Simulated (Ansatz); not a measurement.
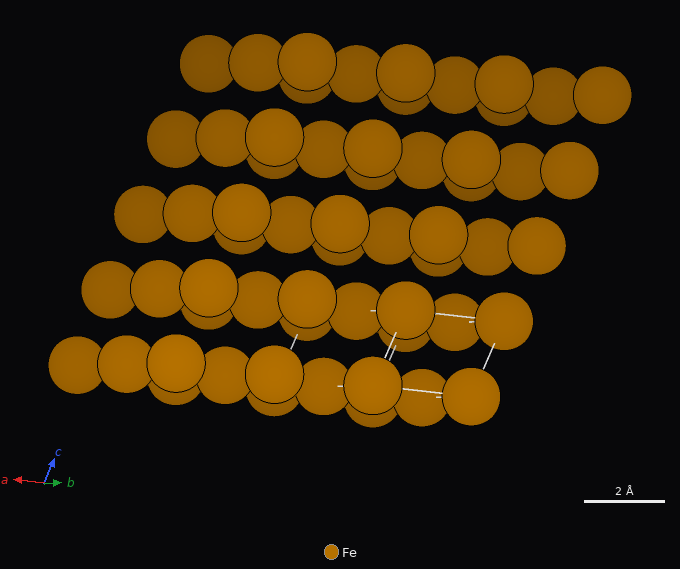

Figure 1. The structure as given in the input (spheres-only view of the cell of the calculation, repeated 3 × 1 × 4, seen at an oblique angle).

Fe: single-point calculation (part 1 of 2)

System: Fe (2 atoms in the cell).
Method: DFT, PBE+U, PAW, plane waves, scalar-relativistic, Ueff = 3.3 eV on Fe d, spin-polarised (Ansatz 0.2.0).

The structure derives from an entry of the Crystallography Open Database. It belongs to a series of runs on one base structure; here: parallel moments, default search for lower states. Figures and captions count atoms from 1; the log counts them from 0 in places.

Input:
```yaml
crystal:
  lattice:
    - [-1.455, 1.455, 1.455]
    - [2.91, -2.91, 2.91]
    - [1.455, 1.455, -1.455]
  atoms:
    - { symbol: Fe, position: [0.0, 0.0, 0.0], spin: 4.0 }
    - { symbol: Fe, position: [0.0, 0.5, 0.0], spin: 4.0 }
magnetization:
  spin_polarized: true
hamiltonian:
  xc: pbe
  pseudopotentials: { kind: paw }
  hubbard: { sites: [{ species: Fe, l: d, u_eff: 3.3 }] }
basis:
  ecutwfc: 420
kpoints:
  mp_grid: { grid: [12, 6, 12] }
scf:
  occupations: { method: fermi_dirac, width: 0.1 }
output:
  forces: true
  stress: true
  write_density: true
  write_potential: true
  elf: true
  volumetric_format: npy
```

Machine: 2 threads of Arm Neoverse V1, 24 GiB of memory available, shared host.

Launch command:
```bash
ansatz run input.yaml --threads 2 --pin off --max-ram 5120MiB --backend cpu --events-out ev --progress --plain --runs-dir out
```

Log:
```
Fe: projections on atomic orbitals take those of the free atom [Ne] 3s2 3p6 3d6 4s2, of charge +0.00 (hamiltonian.pseudopotentials.projection_atoms); the dataset's partial waves leave at most 1.1e-6 of an orbital's norm unspanned inside its sphere
Engine: ansatz 0.2.0, aarch64-unknown-linux-gnu
Pseudopotentials: kind: paw
Pseudopotential: Fe, paw, valence charge 16, recommended cutoff 420 eV (normal), Fe.paw.azcp
Functional definition: PBE
  parameter kappa = 0.804
  parameter beta = 0.06672455060314922
  exchange = pbe_x(kappa = kappa, mu = beta*pi^2/3)
  correlation = pbe_c(beta = beta)
Crystal: 2 atoms, lattice volume = 24.642 Å³
Basis set: ecut = 420 eV, 475 PW (Γ), exchange–correlation on 36×72×36 points (8 copies of the dense FFT grid, shifted against one another)
Bands: 24, of which v1, the nominal top of the filled ones, is band 16 counted from 1 (15 counted from 0)
Symmetry: 16 space group operations
Space group: Im-3m (ITA 229), of the structure as read, at distance tolerance 2.9e-5 Å
Magnetic group: BNS 229.140 (UNI 1642), of the structure as read, at distance tolerance 2.9e-5 Å
k-points: 154 of 864
Non-local potential: Fe, projectors of the file, l = 0: 3, l = 1: 2, l = 2: 3, l = 3: 1
PAW form: soft (Blöchl's): semilocal exchange-correlation on the pseudo side does not see the compensation charge
PAW one-centre angular grid: Fe, 590 points (default); XC on 64 Gauss nodes
Initial density: superposition of atomic densities (chi_scale 0.1, normalization cell)
Starting moments: Σ|m| = 8 μB on 2 of 2 sites
Initial wavefunctions: pseudopotential atomic-orbital guess
Functional: x = pbe(κ = 0.804, μ = 0.2195149727645171), c = pbe(β = 0.06672455060314922)
iter 1 solved again at ethr=1.47e-3 eV; its pass at ethr=3.10e-3 eV (dr2=4.71e-1 eV) is discarded
SCF iter   1: F=—  HF=-8955.211476 eV  |F-HF|=—  |Δ(HF+E_count)|=         —  Δρ=7.44e-2 (↑7.44e-2 ↓4.27e-2)  dr2=4.71e-1  dr2_m=6.77e-1  M=6.383 μB ∫|m|=6.487 μB  β_m=0.30  ethr=1.47e-3  ⟨swp⟩=1.0  Hψ=36278  notcnv=0
preconditioner: auto → none  [metal: Δε(μ)=0.029 eV  Ē_g=10.974 eV  σ=0.100 eV  W_gap=0.07  n_scr=6 (ndim 8)  ℏωp=29.9 eV  f_vac=0.000  D(μ)=1.96/eV (n_scr^D=22)  sad-step TF]
SCF iter   2: F=—  HF=-8955.714335 eV  |F-HF|=—  |Δ(HF+E_count)|=   5.03e-1  Δρ=5.08e-2 (↑5.08e-2 ↓3.71e-2)  dr2=1.19e-1  dr2_m=4.11e-1  M=6.235 μB ∫|m|=6.404 μB  β_m=0.30  ethr=1.47e-3  ⟨swp⟩=2.0  Hψ=9791  notcnv=0
SCF iter   3: F=—  HF=-8955.995427 eV  |F-HF|=—  |Δ(HF+E_count)|=   2.81e-1  Δρ=3.79e-2 (↑3.68e-2 ↓3.79e-2)  dr2=4.61e-3  dr2_m=3.12e-1  M=6.023 μB ∫|m|=6.275 μB  β_m=0.30  ethr=3.73e-4  ⟨swp⟩=2.4  Hψ=11974  notcnv=0  defer=25
SCF iter   4: F=—  HF=-8956.194503 eV  |F-HF|=—  |Δ(HF+E_count)|=   1.99e-1  Δρ=3.27e-2 (↑3.14e-2 ↓3.27e-2)  dr2=8.01e-4  dr2_m=2.32e-1  M=5.866 μB ∫|m|=6.191 μB  β_m=0.30  ethr=1.44e-5  ⟨swp⟩=2.0  Hψ=15257  notcnv=0  defer=131
SCF iter   5: F=—  HF=-8956.325331 eV  |F-HF|=—  |Δ(HF+E_count)|=   1.31e-1  Δρ=2.86e-2 (↑2.51e-2 ↓2.86e-2)  dr2=4.65e-3  dr2_m=1.62e-1  M=5.752 μB ∫|m|=6.135 μB  β_m=0.30  ethr=2.50e-6  ⟨swp⟩=2.0  Hψ=12395  notcnv=0  defer=131
SCF iter   6: F=—  HF=-8956.411744 eV  |F-HF|=—  |Δ(HF+E_count)|=   8.64e-2  Δρ=2.71e-2 (↑1.60e-2 ↓2.71e-2)  dr2=4.00e-2  dr2_m=9.85e-2  M=5.686 μB ∫|m|=6.099 μB  β_m=0.30  ethr=2.50e-6  ⟨swp⟩=2.0  Hψ=12259  notcnv=0  defer=131
SCF iter   7: F=—  HF=-8956.459844 eV  |F-HF|=—  |Δ(HF+E_count)|=   4.81e-2  Δρ=1.98e-2 (↑1.22e-2 ↓1.98e-2)  dr2=1.77e-2  dr2_m=5.52e-2  M=5.664 μB ∫|m|=6.092 μB  β_m=0.30  ethr=2.50e-6  ⟨swp⟩=2.0  Hψ=12367  notcnv=0  defer=133
SCF iter   8: F=—  HF=-8956.488156 eV  |F-HF|=—  |Δ(HF+E_count)|=   2.83e-2  Δρ=1.55e-2 (↑8.45e-3 ↓1.55e-2)  dr2=1.52e-2  dr2_m=2.99e-2  M=5.652 μB ∫|m|=6.086 μB  β_m=0.30  ethr=2.50e-6  ⟨swp⟩=2.2  Hψ=10547  notcnv=0  defer=133
Mixer restart at iter 8: flushing history
spin-set hold released at iteration 8 (site moments contracting): the magnetisation degrees of freedom join the quasi-Newton model from the next iteration; the mixer history was flushed
SCF iter   9: F=—  HF=-8956.502165 eV  |F-HF|=—  |Δ(HF+E_count)|=   1.40e-2  Δρ=9.19e-3 (↑8.53e-3 ↓9.19e-3)  dr2=1.11e-3  dr2_m=1.67e-2  M=5.647 μB ∫|m|=6.090 μB  β_m=0.55  ethr=2.50e-6  ⟨swp⟩=2.0  Hψ=13867  notcnv=0  defer=133
SCF iter  10: F=—  HF=-8956.529623 eV  |F-HF|=—  |Δ(HF+E_count)|=   2.75e-2  Δρ=9.61e-3 (↑4.26e-3 ↓9.61e-3)  dr2=2.81e-2  dr2_m=2.49e-3  M=5.620 μB ∫|m|=6.063 μB  β_m=0.47  ethr=2.50e-6  ⟨swp⟩=2.1  Hψ=14982  notcnv=0  defer=161
SCF iter  11: F=—  HF=-8956.528887 eV  |F-HF|=—  |Δ(HF+E_count)|=   7.36e-4  Δρ=1.65e-3 (↑4.45e-4 ↓1.65e-3)  dr2=1.02e-4  dr2_m=2.07e-4  M=5.606 μB ∫|m|=6.062 μB  β_m=0.73  ethr=2.50e-6  ⟨swp⟩=2.1  Hψ=15306  notcnv=0  defer=245
SCF iter  12: F=—  HF=-8956.531387 eV  |F-HF|=—  |Δ(HF+E_count)|=   2.50e-3  Δρ=4.73e-4 (↑4.03e-4 ↓4.73e-4)  dr2=2.26e-6  dr2_m=4.11e-5  M=5.594 μB ∫|m|=6.040 μB  β_m=0.87  ethr=3.17e-7  ⟨swp⟩=2.0  Hψ=12564  notcnv=0  defer=253
SCF iter  13: F=—  HF=-8956.531549 eV  |F-HF|=—  |Δ(HF+E_count)|=   1.61e-4  Δρ=1.30e-4 (↑9.03e-5 ↓1.30e-4)  dr2=2.27e-6  dr2_m=2.01e-6  M=5.595 μB ∫|m|=6.034 μB  β_m=0.93  ethr=7.05e-9  ⟨swp⟩=2.7  Hψ=12901  notcnv=0  defer=270
SCF iter  14: F=—  HF=-8956.531556 eV  |F-HF|=—  |Δ(HF+E_count)|=   6.97e-6  Δρ=4.25e-5 (↑4.25e-5 ↓2.49e-5)  dr2=4.95e-8  dr2_m=2.51e-7  M=5.595 μB ∫|m|=6.032 μB  β_m=0.97  ethr=3.13e-10  ⟨swp⟩=8.7  Hψ=49510  notcnv=0
SCF iter  15: F=-8956.531556 eV  HF=-8956.531556 eV  |F-HF|=3.83e-9  |Δ(HF+E_count)|=   1.06e-7  Δρ=8.56e-6 (↑8.56e-6 ↓5.14e-6)  dr2=3.25e-9  dr2_m=9.65e-9  M=5.595 μB ∫|m|=6.032 μB  ethr=1.55e-10  ⟨swp⟩=7.0  Hψ=38579  notcnv=0
SCF 1 converged in 15 iterations: F = -8956.531556 eV  dr2 = 3.25e-9
  greatest PAW one-centre occupation: 1.003 electrons in one spin orbital (limit 2), on the Fe atom at site 1 (counted from 0), in its partial waves of l = 1
Symmetry: 8 space group operations
Initial density: read from a saved state, or passed on in memory by an earlier SCF of this step, an earlier step, the calling program or the single point that the run made first
Starting moments: Σ|m| = 8 μB on 2 of 2 sites; this step starts from the density that it was given
Initial wavefunctions: those read from a saved state, or passed on in memory by an earlier step or the calling program
iter 1 solved again at ethr=1.02e-11 eV; its pass at ethr=3.13e-6 eV (dr2=3.25e-9 eV) is discarded
SCF iter   1: F=—  HF=-8956.531556 eV  |F-HF|=—  |Δ(HF+E_count)|=         —  Δρ=8.56e-6 (↑8.56e-6 ↓5.14e-6)  dr2=3.25e-9  dr2_m=9.65e-9  M=5.595 μB ∫|m|=6.032 μB  ethr=1.02e-11  ⟨swp⟩=1.0  Hψ=36298  notcnv=0
preconditioner: auto → none  [metal: Δε(μ)=0.014 eV  Ē_g=10.700 eV  σ=0.100 eV  W_gap=0.04  n_scr=6 (ndim 8)  ℏωp=29.9 eV  f_vac=0.000  D(μ)=2.26/eV (n_scr^D=30)]
SCF iter   2: F=—  HF=-8956.581930 eV  |F-HF|=—  |Δ(HF+E_count)|=   5.04e-2  Δρ=4.83e-3 (↑4.83e-3 ↓2.20e-3)  dr2=5.79e-3  dr2_m=7.11e-4  M=5.611 μB ∫|m|=5.964 μB  ethr=3.13e-6  ⟨swp⟩=1.1  Hψ=37033  notcnv=0
SCF iter   3: F=—  HF=-8956.582845 eV  |F-HF|=—  |Δ(HF+E_count)|=   9.15e-4  Δρ=2.97e-3 (↑8.66e-4 ↓2.97e-3)  dr2=3.79e-3  dr2_m=2.77e-4  M=5.615 μB ∫|m|=5.946 μB  ethr=3.13e-6  ⟨swp⟩=1.0  Hψ=21893  notcnv=0
SCF iter   4: F=—  HF=-8956.582562 eV  |F-HF|=—  |Δ(HF+E_count)|=   2.82e-4  Δρ=6.45e-4 (↑9.29e-5 ↓6.45e-4)  dr2=1.72e-4  dr2_m=1.77e-5  M=5.615 μB ∫|m|=5.945 μB  ethr=3.13e-6  ⟨swp⟩=1.0  Hψ=16016  notcnv=0
SCF iter   5: F=—  HF=-8956.582557 eV  |F-HF|=—  |Δ(HF+E_count)|=   5.88e-6  Δρ=9.92e-5 (↑2.87e-5 ↓9.92e-5)  dr2=3.97e-6  dr2_m=4.60e-7  M=5.615 μB ∫|m|=5.945 μB  ethr=7.21e-7  ⟨swp⟩=1.0  Hψ=16019  notcnv=0
SCF iter   6: F=-8956.582556 eV  HF=-8956.582556 eV  |F-HF|=8.84e-9  |Δ(HF+E_count)|=   3.95e-8  Δρ=4.91e-6 (↑4.91e-6 ↓3.50e-6)  dr2=7.85e-9  dr2_m=5.15e-10  M=5.615 μB ∫|m|=5.944 μB  ethr=3.13e-10  ⟨swp⟩=2.0  Hψ=19201  notcnv=0
SCF iter   7: F=-8956.582556 eV  HF=-8956.582556 eV  |F-HF|=8.95e-9  |Δ(HF+E_count)|=  8.00e-11  Δρ=4.96e-6 (↑4.96e-6 ↓3.55e-6)  dr2=7.98e-9  dr2_m=5.24e-10  M=5.615 μB ∫|m|=5.944 μB  ethr=2.45e-11  ⟨swp⟩=1.2  Hψ=23594  notcnv=0
SCF 2 converged in 7 iterations: F = -8956.582556 eV  dr2 = 7.98e-9
iter 1 solved again at ethr=2.50e-11 eV; its pass at ethr=3.10e-3 eV (dr2=7.99e-9 eV) is discarded
SCF iter   1: F=—  HF=-8956.582556 eV  |F-HF|=—  |Δ(HF+E_count)|=         —  Δρ=4.96e-6 (↑4.96e-6 ↓3.55e-6)  dr2=7.99e-9  dr2_m=5.24e-10  M=5.615 μB ∫|m|=5.944 μB  β_m=0.30  ethr=2.50e-11  ⟨swp⟩=1.3  Hψ=27886  notcnv=0
preconditioner: auto → none  [metal: Δε(μ)=0.014 eV  Ē_g=10.747 eV  σ=0.100 eV  W_gap=0.03  n_scr=6 (ndim 8)  ℏωp=29.9 eV  f_vac=0.000  D(μ)=1.54/eV (n_scr^D=18)]
SCF iter   2: F=-8956.582556 eV  HF=-8956.582556 eV  |F-HF|=1.58e-10  |Δ(HF+E_count)|=   2.20e-9  Δρ=1.76e-6 (↑1.50e-6 ↓1.76e-6)  dr2=9.89e-10  dr2_m=3.45e-10  M=5.615 μB ∫|m|=5.944 μB  ethr=2.50e-11  ⟨swp⟩=6.9  Hψ=34858  notcnv=0
SCF 3 converged in 2 iterations: F = -8956.582556 eV  dr2 = 9.89e-10
the run went on to a lower state, not held to the crystal's whole symmetry: an SCF along what the orbitals of the run's state read of its open shells (or to have them read: on a GPU, or by another smearing), with 8 of the crystal's symmetry operations given up, reached one 0.0510 eV below the state on which the ru [...]
iter 1 solved again at ethr=3.13e-10 eV; its pass at ethr=3.13e-6 eV (dr2=1.98e-7 eV) is discarded
```
